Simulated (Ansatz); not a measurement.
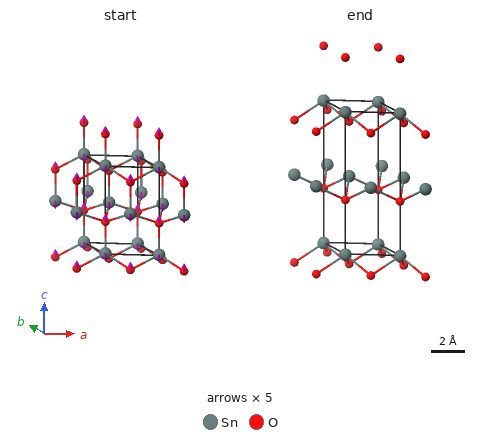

The structure of solid SnO (a generated structure, set up in P6_3mc) (coarse preliminary run) before (left) and after (right) a relaxation, at one scale. The purple arrows give the displacements (the part carried along by the change of the cell is left out), 5 times their true length.

A ball-and-stick model of the cell of the calculation, seen slightly off an axis.

Case: Co → Sn on all its sites, cell and atoms relaxed.

Level of theory: Ansatz, DFT PBE, scalar-relativistic, plane waves, PAW. (plane-wave cutoff 420 eV; k-point mesh 6 × 6 × 4; occupations gaussian; smearing width 0.1 eV; no spin polarisation; cell and atoms relaxed; force threshold 0.05 eV/Å; at most 60 steps)

Describe what moved and what it gained.

The largest moves relative to the cell, 0.10 Å, are those of Sn and O atoms. Largest moves by element: Sn 0.10 Å, O 0.10 Å. The volume changes by +68.6 %, with a = b 3.303 → 3.365 Å (+1.9 %), c 5.515 → 8.953 Å (+62.4 %). Among the contacts that change: O–Sn 1.989 → 3.436 Å, O–Sn 2.056 → 2.204 Å. Bonds break: O–Sn (1.99 → 3.44 Å). Bond angles that change, for instance: Sn–O–Sn 106.9° → 99.5°, O–Sn–O 106.9° → 99.5°. The space group stays P6_3mc (No. 186). The energy falls by 5.039 eV per cell of the calculation in 20 accepted moves (24 points after the start). Largest force component: 0.006 eV/Å at the start, 0.0058 eV/Å at the end. Pressure: 68.45 GPa at the start and 0.10 GPa at the end. At 4 points the geometry stayed and the basis and grid were re-selected for the new cell (energy shift of 0.436 eV per cell of the calculation at most each time). The run took 75 s on 1 thread of Arm Neoverse V2, on a shared host, peak memory 0.33 GiB.
